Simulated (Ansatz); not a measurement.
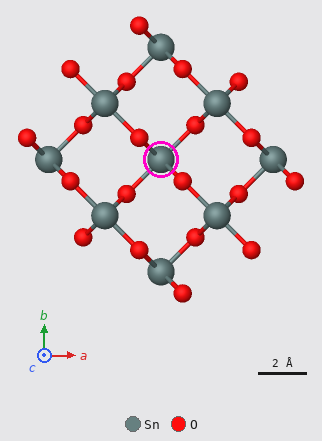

Perfect SnO$_{2}$. A ball-and-stick model of the atoms within 6.0 Å of one point, in a slice 5.0 Å thick across the line of sight, seen along the c axis.

Level of theory: DFT, PBEsol, PAW, plane waves (Ansatz). Set-up: plane-wave cutoff 420 eV; k-point mesh 1 × 1 × 1; mesh shifted by (0.25, 0.25, 0.25); collinear spin. Fermi-Dirac smearing of 0.01 eV. A uniform background neutralises the charged cell. The axes drawn are those of the host's conventional cell.

A tin atom is taken out (a vacancy) at the ringed place, in charge state −1. The supercell has 72 sites, and the atoms are relaxed at the host's cell.

How do the neighbours respond?

Answer. Around the empty Sn site the host had 6 O at 2.07 Å; after relaxation the nearest atoms are 6 O at 2.05 to 2.20 Å. Of the host's atoms, an oxygen atom moves furthest from its site, by 0.17 Å. The cell's net moment is 1.00 μB.

The relaxed defect, seen from the same direction:

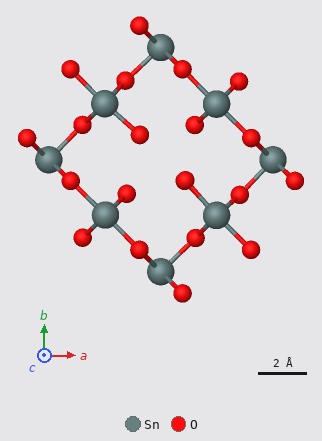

Limits of the set-up: the cell is charged, on a uniform background, and energies carry no finite-size correction.
